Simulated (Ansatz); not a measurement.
AlCu6

Input file:

```
crystal:
  lattice:
    - [6.8449140903, 0.0, 0.0]
    - [-3.4224570452, 5.9278694889, 0.0]
    - [0.0, 0.0, 4.2328484016]
  atoms:
    - { symbol: Al, position: [0.6666666667, 0.3333333333, 0.75] }
    - { symbol: Al, position: [0.3333333333, 0.6666666667, 0.25] }
    - { symbol: Cu, position: [0.3794855928, 0.4746661942, 0.75] }
    - { symbol: Cu, position: [0.9536100869, 0.1903076184, 0.75] }
    - { symbol: Cu, position: [0.5253338058, 0.9048193986, 0.75] }
    - { symbol: Cu, position: [0.2366975315, 0.0463899131, 0.75] }
    - { symbol: Cu, position: [0.0951806014, 0.6205144072, 0.75] }
    - { symbol: Cu, position: [0.8096923816, 0.7633024685, 0.75] }
    - { symbol: Cu, position: [0.9048193986, 0.3794855928, 0.25] }
    - { symbol: Cu, position: [0.7633024685, 0.9536100869, 0.25] }
    - { symbol: Cu, position: [0.4746661942, 0.0951806014, 0.25] }
    - { symbol: Cu, position: [0.1903076184, 0.2366975315, 0.25] }
    - { symbol: Cu, position: [0.0463899131, 0.8096923816, 0.25] }
    - { symbol: Cu, position: [0.6205144072, 0.5253338058, 0.25] }
basis:
  ecutwfc: 420
kpoints:
  mp_grid: { grid: [6, 6, 8] }
  band_path:
    path:
      - [[0.0, 0.0, 0.0], [0.5, 0.0, 0.0], [0.33333333, 0.33333333, 0.0], [0.0, 0.0, 0.0], [0.0, 0.0, 0.5], [0.5, 0.0, 0.5], [0.33333333, 0.33333333, 0.5], [0.0, 0.0, 0.5]]
      - [[0.5, 0.0, 0.5], [0.5, 0.0, 0.0]]
      - [[0.33333333, 0.33333333, 0.5], [0.33333333, 0.33333333, 0.0]]
    npoints: 10
hamiltonian:
  xc: pbe
scf:
  occupations: { method: gaussian, width: 0.1 }
  n_extra_bands: 35
output:
  forces: true
  stress: true
  eigenvalues: true
  populations: true
  dos: { projected: true, de: 0.02, nscf_kmesh: { grid: [8, 8, 10] } }
  bader: false
  write_density: true
  write_potential: true
  elf: true
  volumetric_format: npy
```

Run with:

```sh
ansatz run input.yaml --threads 1 --pin off --max-ram 2560MiB --backend cpu --events-out ev --progress --plain --runs-dir out
```

Below, planes, directions and counts refer to the conventional cell (a = 6.84 Å, b = 6.84 Å, c = 4.23 Å, α = 90.00°, β = 90.00°, γ = 120.00°).

Space group P6₃/m; a generated structure, not necessarily the stable one; computed without spin polarisation.

All numbers below come from Ansatz 0.2.0, DFT PBE, scalar-relativistic, plane waves, PAW.

### Predict the valence pseudo-density and electron localisation function between the atoms.

Cu–Cu (2.59 Å): the density is about 0.26 e/Å³ at the midpoint; the ELF is about 0.25 at the midpoint; no localised pair shows between them.
Al–Cu (2.59 Å): ρ is about 0.25 e/Å³ halfway; the ELF is about 0.40 at the midpoint.

### Metal or insulator at this level of theory?

It is metallic or semimetallic at this level of theory: no gap opens.

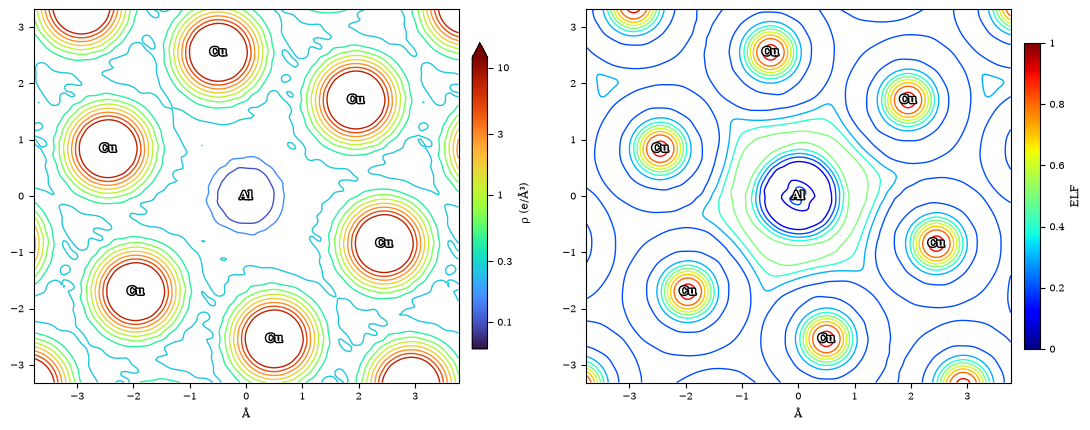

Computed valence pseudo-density and electron localisation function on the (001) plane of the conventional cell, in this order. 

The density is the valence pseudo-density of a PAW calculation; it isn't the true density close to the nuclei.
